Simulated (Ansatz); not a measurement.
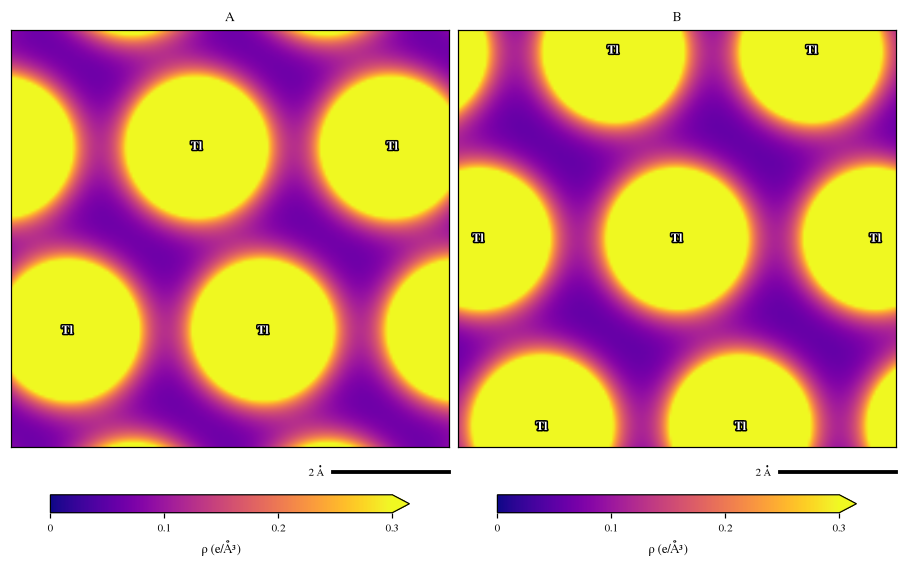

Tl. The valence pseudo-density of two cells that differ in size and shape, on the (010) plane of each (indices in the axes of the calculation cell), at one length scale and on one colour scale: B has 31.0 Å³ an atom and A 29.7.

Space group I4/mmm; computed without spin polarisation.

Computed with DFT PBEsol, scalar-relativistic, plane waves, PAW in Ansatz 0.2.0.

The density is the valence pseudo-density of a PAW calculation; it isn't the true density close to the nuclei.

The larger cell:

```yaml
crystal:
  lattice:
    - [-1.99923, 1.99923, 1.94100]
    - [1.99923, -1.99923, 1.94100]
    - [1.99923, 1.99923, -1.94100]
  atoms:
    - { symbol: Tl, position: [0.00000, 0.00000, 0.00000] }
```

The smaller cell: a = 3.379 Å, b = 3.379 Å, c = 3.379 Å, α = 109.88°, β = 109.88°, γ = 108.66°.

What changes from the larger cell to the smaller?

From the larger cell to the smaller, Tl–Tl goes from 3.43 to 3.38 Å, and the density at its midpoint from 0.12 to 0.13 e/Å³; the pressure goes from −2.4 to −1.3 GPa.
